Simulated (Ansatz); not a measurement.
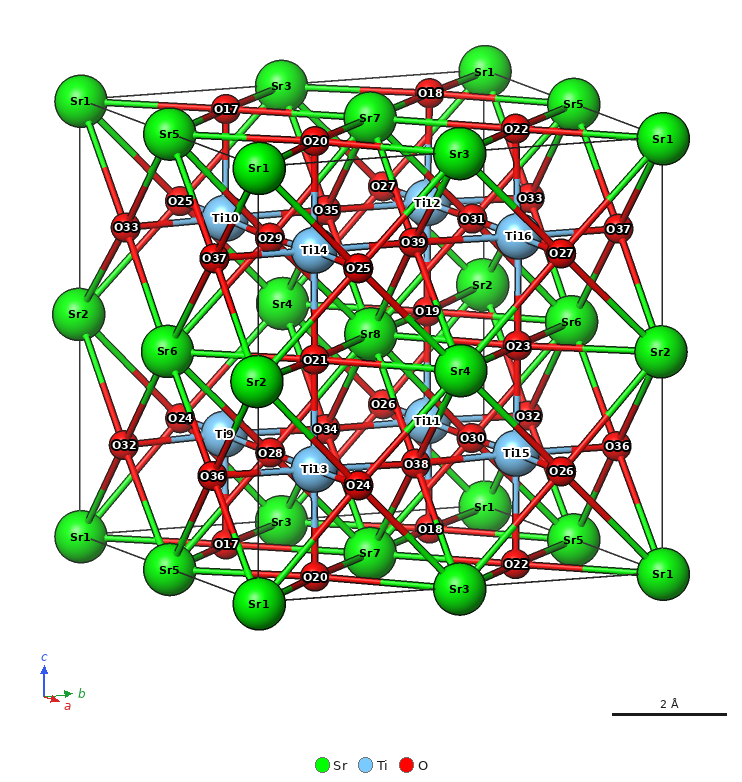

The input geometry of run A (ball-and-stick view of the cell of the calculation, seen slightly off an axis; atoms are numbered from 1 in the order of the input).

## Two runs on Sr₈Ti₈O₂₃

System: Sr₈Ti₈O₂₃ (defect cell, 39 atoms in the cell, total charge +2).
Method of run A: DFT, PBEsol, PAW, plane waves (Ansatz 0.2.0).

Text and figures count atoms from 1; the logs count them from 0 in places.

### Input, run A
```yaml
crystal:
  lattice:
    - [7.782821, 0.000000, 0.000000]
    - [0.000000, 7.782821, 0.000000]
    - [0.000000, 0.000000, 7.782821]
  atoms:
    - { symbol: Sr, position: [0.002106, 0.001967, 0.996061] }
    - { symbol: Sr, position: [0.995540, 0.999194, 0.505853] }
    - { symbol: Sr, position: [0.000579, 0.498904, 0.996161] }
    - { symbol: Sr, position: [0.002493, 0.500749, 0.497716] }
    - { symbol: Sr, position: [0.499601, 0.002172, 0.997479] }
    - { symbol: Sr, position: [0.500104, 0.996450, 0.498742] }
    - { symbol: Sr, position: [0.502601, 0.496956, 0.001138] }
    - { symbol: Sr, position: [0.498541, 0.500347, 0.504468] }
    - { symbol: Ti, position: [0.247675, 0.248035, 0.252736] }
    - { symbol: Ti, position: [0.244914, 0.251901, 0.747900] }
    - { symbol: Ti, position: [0.247539, 0.750203, 0.249139] }
    - { symbol: Ti, position: [0.248846, 0.750007, 0.750368] }
    - { symbol: Ti, position: [0.754788, 0.247086, 0.250309] }
    - { symbol: Ti, position: [0.749079, 0.249717, 0.752010] }
    - { symbol: Ti, position: [0.751087, 0.748626, 0.252222] }
    - { symbol: Ti, position: [0.750757, 0.754068, 0.750233] }
    - { symbol: O, position: [0.251473, 0.250599, 0.999793] }
    - { symbol: O, position: [0.252567, 0.754124, 0.002163] }
    - { symbol: O, position: [0.250828, 0.749697, 0.500850] }
    - { symbol: O, position: [0.749829, 0.251220, 0.002961] }
    - { symbol: O, position: [0.753019, 0.248797, 0.501929] }
    - { symbol: O, position: [0.751222, 0.747179, 0.998079] }
    - { symbol: O, position: [0.753259, 0.751070, 0.499929] }
    - { symbol: O, position: [0.996710, 0.249751, 0.250456] }
    - { symbol: O, position: [0.000137, 0.247933, 0.749744] }
    - { symbol: O, position: [0.002490, 0.749122, 0.249445] }
    - { symbol: O, position: [0.001611, 0.749515, 0.749827] }
    - { symbol: O, position: [0.499104, 0.251134, 0.248940] }
    - { symbol: O, position: [0.501009, 0.249446, 0.742828] }
    - { symbol: O, position: [0.497425, 0.750145, 0.248292] }
    - { symbol: O, position: [0.497301, 0.751907, 0.751885] }
    - { symbol: O, position: [0.251325, 0.997862, 0.245008] }
    - { symbol: O, position: [0.247998, 0.004080, 0.744004] }
    - { symbol: O, position: [0.250418, 0.497438, 0.248073] }
    - { symbol: O, position: [0.243916, 0.502076, 0.749692] }
    - { symbol: O, position: [0.751635, 0.996725, 0.251853] }
    - { symbol: O, position: [0.749059, 0.002582, 0.750605] }
    - { symbol: O, position: [0.750508, 0.500171, 0.245491] }
    - { symbol: O, position: [0.749752, 0.494641, 0.753737] }
  symmetry: { detect: false }
kpoints:
  mp_grid: { grid: [1, 1, 1], shift: [0.25, 0.25, 0.25] }
hamiltonian:
  xc: pbesol
total_charge: 2
scf:
  occupations: { method: fermi_dirac, width: 0.01 }
relax:
  f_tol: 0.03
  max_steps: 80
  escape_saddle: false
  adjacent_minimum: "off"
output:
  forces: true
  eigenvalues: true
  populations: true
  charged_corrections: { epsilon: 300 }
```

Command:
```bash
ansatz run in.yaml --threads 8 --pin off --max-ram 17100MiB --runs-dir r --events-out ev --progress --plain
```

Hardware: 8 threads of Arm Neoverse-V2, 18 GiB of memory available, shared host.

### Output, shortened to warnings, some set-up lines, iterations and results (run A)
```
Basis set: ecut = 420 eV, 9171 PW (Γ), exchange–correlation on 108×108×108 points (8 copies of the dense FFT grid, shifted against one another)
Symmetry: 1 space group operations
k-points: 1
Initial density: superposition of atomic densities (neutral atoms scaled as one to the charged cell's electrons: chi_scale 0, normalization atom), corrected by the library's trained network
[...]
SCF iter   1: F=—  HF=-60717.237121 eV  |F-HF|=—  |Δ(HF+E_count)|=         —  Δρ=1.84e-2  dr2=4.12e0  ethr=1.77e-3  ⟨swp⟩=7.0  Hψ=865  notcnv=0  defer=5
SCF iter   2: F=—  HF=-60716.606287 eV  |F-HF|=—  |Δ(HF+E_count)|=   6.31e-1  Δρ=1.05e-2  dr2=1.63e0  ethr=1.32e-3  ⟨swp⟩=3.0  Hψ=235  notcnv=0  defer=30
SCF iter   3: F=—  HF=-60716.183467 eV  |F-HF|=—  |Δ(HF+E_count)|=   4.23e-1  Δρ=2.47e-3  dr2=4.40e-2  ethr=5.23e-4  ⟨swp⟩=3.0  Hψ=331  notcnv=0  defer=30
SCF iter   4: F=—  HF=-60716.175681 eV  |F-HF|=—  |Δ(HF+E_count)|=   7.79e-3  Δρ=9.30e-4  dr2=4.38e-3  ethr=1.41e-5  ⟨swp⟩=3.0  Hψ=312  notcnv=0  defer=30
SCF iter   5: F=—  HF=-60716.174710 eV  |F-HF|=—  |Δ(HF+E_count)|=   9.71e-4  Δρ=2.13e-4  dr2=2.51e-4  ethr=1.40e-6  ⟨swp⟩=2.0  Hψ=322  notcnv=0  defer=30
[... 32 lines ...]
SCF iter   4: F=—  HF=-60718.475016 eV  |F-HF|=—  |Δ(HF+E_count)|=   3.18e-4  Δρ=1.75e-5  dr2=1.09e-6  ethr=2.71e-9  ⟨swp⟩=2.0  Hψ=319  notcnv=0  defer=32
SCF iter   5: F=-60718.475016 eV  HF=-60718.475016 eV  |F-HF|=1.20e-8  |Δ(HF+E_count)|=   1.43e-7  Δρ=4.03e-6  dr2=7.20e-8  ethr=3.50e-10  ⟨swp⟩=2.0  Hψ=232  notcnv=0  …
SCF iter   6: F=-60718.475016 eV  HF=-60718.475016 eV  |F-HF|=3.41e-9  |Δ(HF+E_count)|=   1.02e-8  Δρ=1.68e-6  dr2=9.08e-9  ethr=2.31e-11  ⟨swp⟩=9.0  Hψ=915  notcnv=0
SCF 12 converged in 6 iterations: F = -60718.475016 eV  dr2 = 9.08e-9
relax step  12: F+E_penalty+E_count = -60718.47501566 eV  Δ(F+E_penalty+E_count) = -5.167e-4 eV  max|allowed force component| = 6.107e-3 eV/Å  Δτ_max = 0.0092 Å  (6 SCF …
SCF converged after 6 iterations
Free energy (F): -60718.475016 eV
Harris-Foulkes:  -60718.475016 eV  (|F-HF|=3.41e-9)
Internal energy: -60718.475016 eV  (E = F + TS)
E sigma→0 (E₀):  -60718.475016 eV
Fermi energy:    10.904496 eV
--- Per-component energies (eV) ---
  E_band       = -1699.884747
  E_kinetic    = 8157.261227
  E_local      = -19151.719331  (includes V_loc(G=0)·N_el)
  E_nonlocal   = 2758.764852
  E_hartree    = 6722.678115
  E_xc         = -3834.194888
  E_vxc        = -4430.937171  (∫ρ·V_xc dr)
  E_paw        = -32813.542920  (= ΣΔE_a)
  E_vpaw       = -2478.671978  (= ΣTr[D̂ρ^β])
  E_aug_tail   = 0.057638  (compensation charges beyond the density's cutoff)
  E_ewald      = -22560.781185
  E_core_change = 3.001476  (= ΣΔE_core)
  E_smearing   = -0.000000  (= −TS)
  E_closure    = 0.000000  (closes the sum)
  E_deformation_potential = 41.227651  (in the stress; not in F)
  Σ components = -60718.475016   (vs F -60718.475016, Δ=0.00e0)
--- Forces (eV/Å), atoms counted from 1 ---
  atom   1  Sr     0.00042810    -0.00111014    -0.00231732
  atom   2  Sr    -0.00118762    -0.00070735     0.00096915
  atom   3  Sr    -0.00008925    -0.00049347    -0.00052468
  atom   4  Sr    -0.00015984     0.00037706     0.00010842
  atom   5  Sr    -0.00002360     0.00065818    -0.00030910
  atom   6  Sr     0.00059571    -0.00068975     0.00053767
  atom   7  Sr    -0.00067349    -0.00045609     0.00194020
  atom   8  Sr     0.00130103     0.00212842    -0.00173929
  atom   9  Ti     0.00059539     0.00169054    -0.00581883
  atom  10  Ti    -0.00313236    -0.00188976     0.00610699
  atom  11  Ti    -0.00372329     0.00136553     0.00147850
  atom  12  Ti     0.00241062    -0.00117737    -0.00077693
  atom  13  Ti    -0.00011326    -0.00265382    -0.00099732
  atom  14  Ti    -0.00327624     0.00323700    -0.00304714
  atom  15  Ti     0.00143615     0.00089085    -0.00056366
  atom  16  Ti    -0.00271413    -0.00227566    -0.00044190
  atom  17  O     -0.00016900     0.00001061     0.00123548
  atom  18  O     -0.00036464     0.00004341    -0.00109553
  atom  19  O      0.00070015    -0.00041026    -0.00222563
  atom  20  O      0.00018038     0.00087839    -0.00068284
  atom  21  O      0.00034496     0.00074253     0.00082893
  atom  22  O      0.00023762     0.00078964     0.00020278
  atom  23  O      0.00027129     0.00149951     0.00156629
  atom  24  O      0.00149287    -0.00046301     0.00114398
  atom  25  O     -0.00151336     0.00167596    -0.00257332
  atom  26  O      0.00049929    -0.00133488    -0.00127161
  atom  27  O      0.00228714     0.00128839     0.00124576
  atom  28  O      0.00246492    -0.00145385     0.00229780
  atom  29  O     -0.00193618    -0.00057704     0.00003222
[...]
```

The input of run B differs as follows (lines with − go, lines with + come):
```diff
-total_charge: 2
-  charged_corrections: { epsilon: 300 }
```

How does run B compare with run A?

The total energies belong to different systems, so their difference says nothing on which is more stable or more accurate. A charged cell is computed with a uniform neutralising background, so its energy and pressure depend on the cell and aren't those of a real crystal.

### Output, shortened to warnings, some set-up lines, iterations and results (run B)
```
Basis set: ecut = 420 eV, 9171 PW (Γ), exchange–correlation on 108×108×108 points (8 copies of the dense FFT grid, shifted against one another)
Symmetry: 1 space group operations
k-points: 1
Initial density: superposition of atomic densities (neutral atoms: chi_scale 0, normalization atom), corrected by the library's trained network
[...]
SCF iter   1: F=—  HF=-60693.928761 eV  |F-HF|=—  |Δ(HF+E_count)|=         —  Δρ=1.85e-2  dr2=1.96e0  ethr=1.77e-3  ⟨swp⟩=7.0  Hψ=868  notcnv=0  defer=10
SCF iter   2: F=—  HF=-60693.555568 eV  |F-HF|=—  |Δ(HF+E_count)|=   3.73e-1  Δρ=5.61e-3  dr2=3.30e-1  ethr=6.26e-4  ⟨swp⟩=2.0  Hψ=269  notcnv=0  defer=33
SCF iter   3: F=—  HF=-60693.495195 eV  |F-HF|=—  |Δ(HF+E_count)|=   6.04e-2  Δρ=2.10e-3  dr2=3.98e-2  ethr=1.05e-4  ⟨swp⟩=2.0  Hψ=235  notcnv=0  defer=33
SCF iter   4: F=—  HF=-60693.486685 eV  |F-HF|=—  |Δ(HF+E_count)|=   8.51e-3  Δρ=4.87e-4  dr2=1.56e-3  ethr=1.27e-5  ⟨swp⟩=4.0  Hψ=244  notcnv=0  defer=31
SCF iter   5: F=—  HF=-60693.485960 eV  |F-HF|=—  |Δ(HF+E_count)|=   7.24e-4  Δρ=1.64e-4  dr2=1.96e-4  ethr=4.98e-7  ⟨swp⟩=2.0  Hψ=243  notcnv=0  defer=31
[... 44 lines ...]
SCF iter   4: F=—  HF=-60694.134145 eV  |F-HF|=—  |Δ(HF+E_count)|=   5.96e-4  Δρ=2.95e-5  dr2=4.83e-6  ethr=1.17e-8  ⟨swp⟩=2.0  Hψ=318  notcnv=0  defer=32
SCF iter   5: F=—  HF=-60694.134145 eV  |F-HF|=—  |Δ(HF+E_count)|=   2.23e-7  Δρ=8.69e-6  dr2=4.08e-7  ethr=1.54e-9  ⟨swp⟩=2.0  Hψ=231  notcnv=0  defer=32
SCF iter   6: F=-60694.134145 eV  HF=-60694.134145 eV  |F-HF|=1.40e-8  |Δ(HF+E_count)|=   1.74e-8  Δρ=2.75e-6  dr2=3.88e-8  ethr=3.18e-11  ⟨swp⟩=12.0  Hψ=918  notcnv=0
SCF 20 converged in 6 iterations: F = -60694.134145 eV  dr2 = 3.88e-8
relax step  20: F+E_penalty+E_count = -60694.13414475 eV  Δ(F+E_penalty+E_count) = -5.358e-4 eV  max|allowed force component| = 1.605e-2 eV/Å  Δτ_max = 0.0084 Å  (6 SCF …
SCF converged after 6 iterations
Free energy (F): -60694.134145 eV
Harris-Foulkes:  -60694.134145 eV  (|F-HF|=1.40e-8)
Internal energy: -60694.134143 eV  (E = F + TS)
E sigma→0 (E₀):  -60694.134144 eV
Entropy (-TS):   -0.000001 eV (-0.000 meV/atom)
Fermi energy:    12.279706 eV
--- Per-component energies (eV) ---
  E_band       = -1665.126274
  E_kinetic    = 8196.504095
  E_local      = -19084.365617  (includes V_loc(G=0)·N_el)
  E_nonlocal   = 2770.870412
  E_hartree    = 6698.214149
  E_xc         = -3853.866066
  E_vxc        = -4456.740439  (∫ρ·V_xc dr)
  E_paw        = -32820.558226  (= ΣΔE_a)
  E_vpaw       = -2487.890776  (= ΣTr[D̂ρ^β])
  E_aug_tail   = 0.057081  (compensation charges beyond the density's cutoff)
  E_ewald      = -22603.991448
  E_core_change = 3.001476  (= ΣΔE_core)
  E_smearing   = -0.000001  (= −TS)
  E_closure    = -0.000000  (closes the sum)
  Σ components = -60694.134145   (vs F -60694.134145, Δ=0.00e0)
--- Forces (eV/Å), atoms counted from 1 ---
  atom   1  Sr     0.00557730    -0.00875024    -0.00258954
  atom   2  Sr     0.00153394    -0.00351433     0.00411311
  atom   3  Sr    -0.00054423     0.00984295    -0.00445075
  atom   4  Sr    -0.00342195     0.00340921     0.00634169
  atom   5  Sr    -0.00536476     0.00083164    -0.00180636
  atom   6  Sr    -0.00195018     0.00112854     0.00140940
  atom   7  Sr    -0.00123936    -0.00194279    -0.00182237
  atom   8  Sr     0.00210646    -0.00187153     0.00477045
  atom   9  Ti     0.00217713    -0.00779332    -0.00144132
  atom  10  Ti     0.00941487     0.00199249     0.00172743
  atom  11  Ti    -0.00729999     0.00609425    -0.01089330
  atom  12  Ti    -0.01532930     0.00369976     0.00490196
  atom  13  Ti    -0.00782702    -0.00373377     0.00496086
  atom  14  Ti    -0.00405660     0.00146523    -0.00807123
  atom  15  Ti     0.00457418    -0.00108968    -0.00260249
  atom  16  Ti     0.00869059    -0.00968287     0.00111801
  atom  17  O     -0.00336494    -0.00077494     0.00571259
  atom  18  O      0.00306405    -0.00381467    -0.00135475
  atom  19  O      0.00122922    -0.00266152     0.00150039
  atom  20  O     -0.00365620    -0.00073930     0.01106456
  atom  21  O     -0.00320036     0.00288771    -0.00995185
  atom  22  O     -0.00005544     0.00102351     0.00748231
  atom  23  O      0.00136342    -0.00239416    -0.00712751
  atom  24  O      0.00183113     0.00158152    -0.00720116
  atom  25  O      0.00156413    -0.00302026    -0.00018024
  atom  26  O     -0.00820513    -0.00103849     0.00080838
  atom  27  O      0.00148675     0.00247283     0.00320894
  atom  28  O      0.01223390     0.00002440    -0.00572553
  atom  29  O      0.00110818     0.00099734    -0.00293552
[...]
```

### The two runs side by side

| quantity | run A | run B |
| --- | --- | --- |
| outcome | converged | converged |
| free energy per atom (eV) | −1556.8840 | −1556.2598 |
| largest force (eV/Å) | 0.007 | 0.017 |
| irreducible k-points | 1 | 1 |

For both runs: The k-point mesh is coarse for a cell of this size, so the results may not be converged.
